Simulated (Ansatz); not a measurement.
Ta

The calculation's input:

```
crystal:
  lattice:
    - [4.9913709979, 0.0, 0.0]
    - [-2.4956854989, 4.3226540839, 0.0]
    - [0.0, 0.0, 2.8027921254]
  atoms:
    - { symbol: Ta, position: [0.0, 1.0, 0.0] }
    - { symbol: Ta, position: [0.3333333333, 0.6666666667, 0.5] }
    - { symbol: Ta, position: [0.6666666667, 0.3333333333, 0.5] }
hamiltonian:
  xc: pbesol
  pseudopotentials:
    kind: paw
    azcp:
      Ta: "pseudopotentials/Ta.paw.azcp"
basis:
  ecutwfc: 420
  fft_grid_basis: typed
kpoints:
  mp_grid: { grid: [9, 9, 13], shift: [0, 0, 0] }
magnetization:
  spin_polarized: false
scf:
  occupations: { method: fermi_dirac, width: 0.1 }
  lower_state_search: "off"
output:
  stress: true
  write_density: true
  write_potential: true
  elf: true
  volumetric_format: npy
```

Below, planes, directions and counts refer to the conventional cell (a = 4.99 Å, b = 4.99 Å, c = 2.80 Å, α = 90.00°, β = 90.00°, γ = 120.00°).

Space group P6/mmm; set up as Ta, omega (AlB2-type); a generated structure, not necessarily the stable one; changed on purpose from its base cell (volume × 1.12); computed pressure about −18 GPa in this cell; computed without spin polarisation.

Computed with DFT, PBEsol, plane waves (420 eV) with PAW, scalar-relativistic in Ansatz.

Q: Predict the valence pseudo-density and electron localisation function between the atoms.

A: Ta–Ta (2.80 Å): the density is about 0.37 e/Å³ at the midpoint; the ELF is about 0.40 at the midpoint.

Q: Does the calculation give a band gap?

A: It is gapless in this calculation (a metal or semimetal).

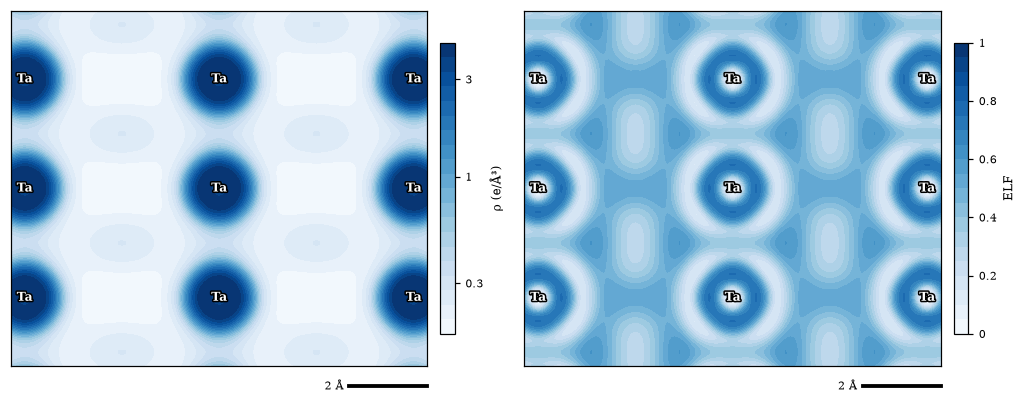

Computed valence pseudo-density and electron localisation function on the (100) plane of the conventional cell, in this order. 

In a PAW calculation such maps are meaningful between the atoms, not at the nuclei.
